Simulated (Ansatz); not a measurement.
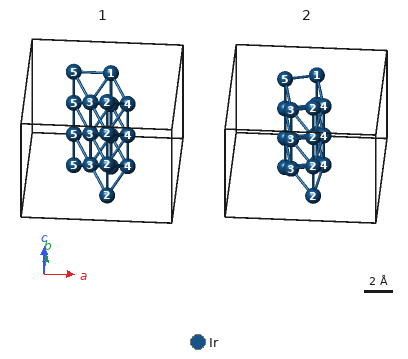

Two geometries of a wire of composition Ir, drawn at one scale. One is the start of a relaxation, the other its converged end. A ball-and-stick model of the 3 repeat of the cell, with the vacuum cut short, seen from a free direction.

Computed with DFT PBE, scalar-relativistic, plane waves, PAW (Ansatz). Settings: plane-wave cutoff 420 eV; k-point mesh 1 × 1 × 20; occupations gaussian; smearing width 0.05 eV; no spin polarisation; cell relaxed at fixed a, b, alpha, beta, gamma; force threshold 0.02 eV/Å; at most 45 steps.

### Which of the two is the end point?

Structure 2 is the relaxed one. Case: wire along [1 1 0], 5 atoms a period. The energy falls by 1.799 eV per cell of the calculation in 8 accepted moves (11 points after the start). Largest force component: 2.5 eV/Å at the start, 0.017 eV/Å at the end. The line search rejected the trial steps at points 5, 8 of the run. The SCF was repeated once at an unchanged geometry on a basis and grid sized afresh for the cell, which shifted the energy by 3.3 meV per cell of the calculation at most. Ir4 moves most relative to the centre of the atoms: 0.66 Å. Along the periodic axis the drawn cell goes c 8.211 → 7.738 Å (−5.8 %). Near-neighbour distances that change, for instance: Ir1–Ir3 2.737 → 3.527 Å, Ir1–Ir5 2.737 → 2.388 Å, Ir3–Ir4 2.737 → 2.438 Å, Ir1–Ir4 2.737 → 2.570 Å. Among the angles between lasting bonds that change: Ir1–Ir5–Ir3 60.0° → 90.6°, Ir4–Ir1–Ir5 120.0° → 90.5°, Ir3–Ir2–Ir4 90.0° → 84.3°.

Limits of the set-up: the k-point mesh is coarse for a cell with partly filled bands.
